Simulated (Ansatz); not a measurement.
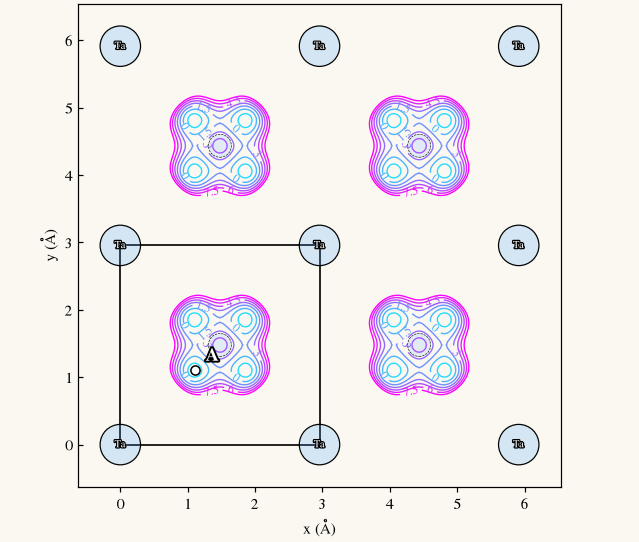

Si on a Ta(100) slab cut from the Fm-3m phase, its upper half relaxed before the scan (12 atoms of substrate and one adsorbate in a 2 × 2 cell). Si is moved over the surface cell at a fixed height above a rigid substrate; the origin of the map has the adsorbate above Ta9; the height is held at 2.50 Å. Places are given modulo a cell vector. The map is drawn in real space over the plane of the surface. Grid: 6 × 6 points; 10 points were computed and 26 follow by symmetry. Places are given in fractions of the 1 × 1 surface cell. Energies are in meV, from the lowest grid point. The runs have no spin polarisation, so an open-shell adsorbate far from the surface lies too high. At a fixed height the lowest place need not be the adsorption site. Method: DFT PBE+D3(BJ), scalar-relativistic, plane waves, PAW (Ansatz). Settings: cutoff 420 eV, k-mesh 5×5×1, gaussian smearing 0.1 eV, no spin polarisation.

Drawn: contour lines labelled in meV (none above 7.5), labelled circles for the atoms of the top layer and small ones for the second layer, the outline of one cell of the 2 × 2 shown, the point A. Between grid points the surface is interpolated.

> Find the lowest pass out of the well at A.

The easiest path leads from the well at about (0.38, 0.38) of the cell vectors to a well of about the same depth at about (0.62, 0.38) of the cell vectors. Its highest point lies about 3.7 meV above the bottom of the first well on the interpolated surface, at about (0.50, 0.37) of the cell vectors. This is the barrier on the constrained surface; relaxing the other coordinates would change it.

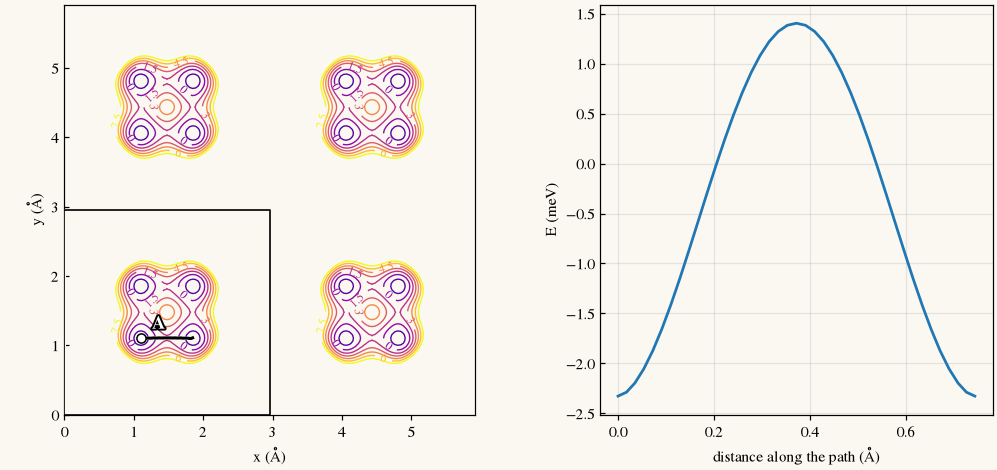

Drawn: contour lines labelled in meV (none above 7.5), a line along the lowest path, the outline of one cell of the 2 × 2 shown, the energy along the path at the right. Between grid points the surface is interpolated.

PAW datasets: the set soft_1.
